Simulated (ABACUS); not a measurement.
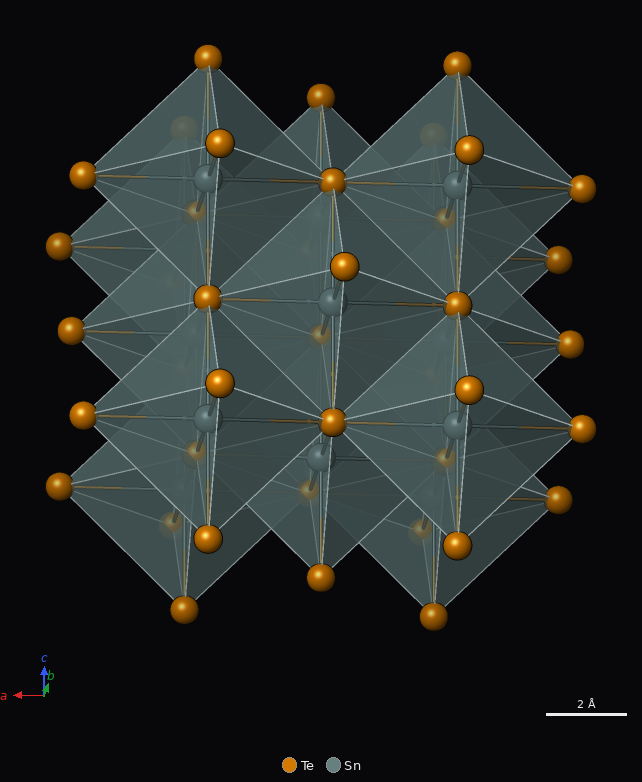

The structure (polyhedral view of the cell 4 times as large as that of the calculation, set on its symmetry axes, seen at an oblique angle; polyhedra are completed across the faces of the cell).

SnTe: band-structure run (part 1 of 2)

- system: SnTe (2 atoms in the cell)
- method: Kohn-Sham DFT of a periodic cell, PBE, PseudoDojo NC FR 0.4 PBE standard, no spin polarisation (ABACUS 3.10.1)

The structure derives from an entry of the Crystallography Open Database. It belongs to a series of runs on one base structure; here: spin_orbit = off (averaged projectors).

## The input
```
INPUT_PARAMETERS
suffix              SnTe
calculation         scf
basis_type          lcao
pseudo_dir          ./
orbital_dir         ./
latname             fcc
symmetry            1
dft_functional      pbe
ecutwfc             100
pseudo_rcut         7
nspin               1
nbands              25
ks_solver           genelpa
smearing_method     fd
smearing_sigma      0.00367493
scf_thr             1e-07
scf_nmax            100
mixing_type         broyden
mixing_beta         0.7
cal_force           1
cal_stress          1
out_mul             1
out_chg             1
out_pot             2
out_elf             1
```

## File STRU
```
ATOMIC_SPECIES
Te 127.6000 Te.upf
Sn 118.7100 Sn.upf

NUMERICAL_ORBITAL
Te_confined-atom_8au_2s2p2d.orb
Sn_confined-atom_8au_2s2p2d.orb

LATTICE_CONSTANT
11.9084871196

ATOMIC_POSITIONS
Direct

Te
0.0
1
0.5000000000 0.5000000000 0.5000000000 1 1 1

Sn
0.0
1
0.0000000000 0.0000000000 0.0000000000 1 1 1
```

## File KPT
```
K_POINTS
0
Gamma
4 4 4 0 0 0
```

Run as:
```bash
OMP_NUM_THREADS=1 mpirun -np 4 abacus > log
```

## Log
```
ABACUS v3.10.1

               Atomic-orbital Based Ab-initio Computation at UStc

 ------------------------------------------------------------------------------------

 READING GENERAL INFORMATION
                           global_out_dir = OUT.SnTe/
                           global_in_card = INPUT
                               pseudo_dir = ./
                              orbital_dir = ./
                                    DSIZE = 4
                                    GSIZE = 1

 READING UNITCELL INFORMATION
                                    ntype = 2
                  lattice constant (Bohr) = 11.9085
              lattice constant (Angstrom) = 6.3017

 READING ATOM TYPE 1
                               atom label = Te
                      L=0, number of zeta = 2
                      L=1, number of zeta = 2
                      L=2, number of zeta = 2
             number of atom for this type = 1

 READING ATOM TYPE 2
                               atom label = Sn
                      L=0, number of zeta = 2
                      L=1, number of zeta = 2
                      L=2, number of zeta = 2
             number of atom for this type = 1

                        TOTAL ATOM NUMBER = 2
DIRECT COORDINATES
    atom                   x                   y                   z     mag                  vx                  vy                  vz
taud_Te1            0.5000000000        0.5000000000        0.5000000000  0.0000        0.0000000000        0.0000000000        0.0000000000
taud_Sn1            0.0000000000        0.0000000000        0.0000000000  0.0000        0.0000000000        0.0000000000        0.0000000000

                          Volume (Bohr^3) = 422.192
                             Volume (A^3) = 62.5623

 Lattice vectors: (Cartesian coordinate: in unit of a_0)
                 -0.5                  +0                +0.5
                   +0                +0.5                +0.5
                 -0.5                +0.5                  +0
 Reciprocal vectors: (Cartesian coordinate: in unit of 2 pi/a_0)
                   -1                  -1                  +1
                   +1                  +1                  +1
                   -1                  +1                  -1
 The esolver type has been set to : ksdft_lcao

                PAO radial cut off (Bohr) = 7

 Read in pseudopotential file is Te.upf
                     pseudopotential type = NC
          exchange-correlation functional = PBE
                 nonlocal core correction = 1
                        valence electrons = 16
                                     lmax = 2
                           number of zeta = 3
                     number of projectors = 6
                           L of projector = 0
                           L of projector = 0
                           L of projector = 1
                           L of projector = 1
                           L of projector = 2
                           L of projector = 2
                PAO radial cut off (Bohr) = 7

 Read in pseudopotential file is Sn.upf
                     pseudopotential type = NC
          exchange-correlation functional = PBE
                 nonlocal core correction = 1
                        valence electrons = 14
                                     lmax = 2
                           number of zeta = 3
                     number of projectors = 6
                           L of projector = 0
                           L of projector = 0
                           L of projector = 1
                           L of projector = 1
                           L of projector = 2
                           L of projector = 2
     initial pseudo atomic orbital number = 18

 SETUP THE ELECTRONS NUMBER
            electron number of element Te = 16
      total electron number of element Te = 16
            electron number of element Sn = 14
      total electron number of element Sn = 14
            AUTOSET number of electrons:  = 30
                           occupied bands = 15
                                   NLOCAL = 36
                                   NBANDS = 25
                                   NBANDS = 25
                                   NLOCAL = 36

%%%%%%%%%%%%%%%%%%%%%%%%%%%%%%%%%%%%%%%%%%%%%%%%%%%%%%%%%%%%%%%%%%%%%%%%%%%%%%%%%%%%%%%%%%%%%%%%%%%%%%%%%%
 Warning: the number of valence electrons in pseudopotential > 6 for Te: [Kr] 4d10 5s2 5p4
 Warning: the number of valence electrons in pseudopotential > 4 for Sn: [Kr] 4d10 5s2 5p2
 Pseudopotentials with additional electrons can yield (more) accurate outcomes, but may be less efficient.
 If you're confident that your chosen pseudopotential is appropriate, you can safely ignore this warning.
%%%%%%%%%%%%%%%%%%%%%%%%%%%%%%%%%%%%%%%%%%%%%%%%%%%%%%%%%%%%%%%%%%%%%%%%%%%%%%%%%%%%%%%%%%%%%%%%%%%%%%%%%%

 SETUP THE PLANE WAVE BASIS
 energy cutoff for charge/potential (unit:Ry) = 400
            fft grid for charge/potential = [ 54, 54, 54 ]
                        fft grid division = [ 2, 2, 2 ]
        big fft grid for charge/potential = [ 27, 27, 27 ]
                                     nbxx = 5103
                                     nrxx = 40824

 SETUP PLANE WAVES FOR CHARGE/POTENTIAL
                    number of plane waves = 57001
                         number of sticks = 1945

 PARALLEL PW FOR CHARGE/POTENTIAL
     PROC   COLUMNS(POT)             PW
        1            486          14249
        2            486          14249
        3            486          14249
        4            487          14254
 --------------- sum -------------------
        4           1945          57001
                            number of |g| = 479
                                  max |g| = 1435
                                  min |g| = 3

----------- Double Check Mixing Parameters Begin ------------
mixing_type: broyden
mixing_beta: 0.7
mixing_gg0: 1
mixing_gg0_min: 0.1
mixing_ndim: 8
----------- Double Check Mixing Parameters End ------------

 LATTICE VECTORS: (CARTESIAN COORDINATE: IN UNIT OF A0)
                 -0.5                  +0                +0.5
                   +0                +0.5                +0.5
                 -0.5                +0.5                  +0
                       right hand lattice = 1
                                   NORM_A = 0.707107
                                   NORM_B = 0.707107
                                   NORM_C = 0.707107
                           ALPHA (DEGREE) = 60
                           BETA  (DEGREE) = 60
                           GAMMA (DEGREE) = 60

 The lattice vectors have been changed (STRU_SIMPLE.cif)

(for optimal symmetric configuration:)
                             BRAVAIS TYPE = 3
                     BRAVAIS LATTICE NAME = 03. Cubic F (face-centered)
                                    ibrav = 3
                                    IBRAV = 3
                                  BRAVAIS = FACE CENTERED CUBIC
                       LATTICE CONSTANT A = 1
Original cell was already a primitive cell.
                        ROTATION MATRICES = 48
              PURE POINT GROUP OPERATIONS = 48
                   SPACE GROUP OPERATIONS = 48
                              POINT GROUP = O_h
               POINT GROUP IN SPACE GROUP = O_h

 SETUP K-POINTS
                                    nspin = 1
                   Input type of k points = Monkhorst-Pack(Gamma)
                                   nkstot = 64
                       right hand lattice = 1
(for reciprocal lattice: )
                             BRAVAIS TYPE = 2
                     BRAVAIS LATTICE NAME = 02. Cubic I (body-centered)
                                    ibrav = 2
                       right hand lattice = 1
(for k-lattice: )
                             BRAVAIS TYPE = 2
                     BRAVAIS LATTICE NAME = 02. Cubic I (body-centered)
                                    ibrav = 2
                       right hand lattice = 1
                        ROTATION MATRICES = 48
                               nkstot_ibz = 8
K-POINTS REDUCTION ACCORDING TO SYMMETRY
     IBZ    DIRECT_X    DIRECT_Y    DIRECT_Z  WEIGHT  ibz2bz
       1  0.00000000  0.00000000  0.00000000  0.0156       0
       2  0.25000000  0.25000000  0.25000000  0.1250       1
       3  0.50000000  0.50000000  0.50000000  0.0625       2
       4  0.25000000  0.25000000  0.00000000  0.0938       5
       5  0.50000000  0.50000000  0.25000000  0.3750       6
       6  0.50000000  0.25000000  0.25000000  0.1875       7
       7  0.50000000  0.50000000  0.00000000  0.0469      10
       8  0.50000000  0.25000000 -0.25000000  0.0938      27

                               nkstot now = 8
[... K-POINTS DIRECT COORDINATES: 8 rows ...]

           k-point number in this process = 8
       minimum distributed K point number = 8
[... stars of the k points ...]

[... K-POINTS CARTESIAN COORDINATES: 8 rows ...]

[... K-POINTS DIRECT COORDINATES: 8 rows ...]

 SETUP PLANE WAVES FOR WAVE FUNCTIONS
     energy cutoff for wavefunc (unit:Ry) = 100
              fft grid for wave functions = [ 54, 54, 54 ]
                    number of plane waves = 8393
                         number of sticks = 547

 PARALLEL PW FOR WAVE FUNCTIONS
     PROC   COLUMNS(POT)             PW
        1            136           2097
        2            137           2099
        3            137           2099
        4            137           2098
 --------------- sum -------------------
        4            547           8393

 SET NONLOCAL PSEUDOPOTENTIAL PROJECTORS
 SET NONLOCAL PSEUDOPOTENTIAL PROJECTORS
 max number of nonlocal projetors among all species is 6

 -------------------------------------------
 SELF-CONSISTENT
 -------------------------------------------

 SETUP SEARCHING RADIUS FOR PROGRAM TO SEARCH ADJACENT ATOMS
                  longest orb rcut (Bohr) = 8
   longest nonlocal projector rcut (Bohr) = 2.66
                     search radius (Bohr) = 21.3
              searching radius is (Bohr)) = 21.3
         searching radius unit is (Bohr)) = 11.9
                         PeriodicBoundary = 1
                        Radius(unit:lat0) = 1.79
                                   glayer = [ 5, 5, 5 ]
                             glayer_minus = [ 4, 4, 4 ]

Find the coordinate range of the input atom(unit:lat0).
                                  min_tau = [ -4.5, -4, -4 ]
                                  max_tau = [ 4, 4.5, 4.5 ]
                                BoxNumber = [ 9, 9, 9 ]

 SETUP EXTENDED REAL SPACE GRID FOR GRID INTEGRATION
                          real space grid = [ 54, 54, 54 ]
                 big cell numbers in grid = [ 27, 27, 27 ]
             meshcell numbers in big cell = [ 2, 2, 2 ]
                        extended fft grid = [ 32, 32, 32 ]
                dimension of extened grid = [ 92, 92, 92 ]
                            UnitCellTotal = 125
              Atom number in sub-FFT-grid = 2
    Local orbitals number in sub-FFT-grid = 36
                                ParaV.nnr = 19602
                                 init_chg = atomic

 LCAO ALGORITHM --------------- ION=   1  ELEC=   1--------------------------------

 Density error is 0.023751668978
----------------------------------------------------------
     Energy           Rydberg                 eV
----------------------------------------------------------
 E_KohnSham     -367.1728482330      -4995.6428868579
 E_Harris       -367.2115281938      -4996.1691547230
 E_Fermi        0.7437774558         10.1196114424
----------------------------------------------------------

 LCAO ALGORITHM --------------- ION=   1  ELEC=   2--------------------------------

 Density error is 0.00618095636339
----------------------------------------------------------
     Energy           Rydberg                 eV
----------------------------------------------------------
 E_KohnSham     -367.1777672325      -4995.7098132790
 E_Harris       -367.4311593947      -4999.1573905140
 E_Fermi        0.7441495143         10.1246735583
----------------------------------------------------------

 LCAO ALGORITHM --------------- ION=   1  ELEC=   3--------------------------------

 Density error is 0.00228362232417
----------------------------------------------------------
     Energy           Rydberg                 eV
----------------------------------------------------------
 E_KohnSham     -367.1780855693      -4995.7141444735
 E_Harris       -367.1665560615      -4995.5572774728
 E_Fermi        0.7436643251         10.1180722202
----------------------------------------------------------

 LCAO ALGORITHM --------------- ION=   1  ELEC=   4--------------------------------

 Density error is 0.00030508232921
----------------------------------------------------------
     Energy           Rydberg                 eV
----------------------------------------------------------
 E_KohnSham     -367.1780969403      -4995.7142991843
 E_Harris       -367.1724005726      -4995.6367961252
 E_Fermi        0.7440151789         10.1228458317
----------------------------------------------------------

 LCAO ALGORITHM --------------- ION=   1  ELEC=   5--------------------------------

 Density error is 5.50308953774e-05
----------------------------------------------------------
     Energy           Rydberg                 eV
----------------------------------------------------------
 E_KohnSham     -367.1780972399      -4995.7143032612
 E_Harris       -367.1760144522      -4995.6859654808
 E_Fermi        0.7441351959         10.1244787469
----------------------------------------------------------

 LCAO ALGORITHM --------------- ION=   1  ELEC=   6--------------------------------

 Density error is 9.52051422823e-06
----------------------------------------------------------
     Energy           Rydberg                 eV
```
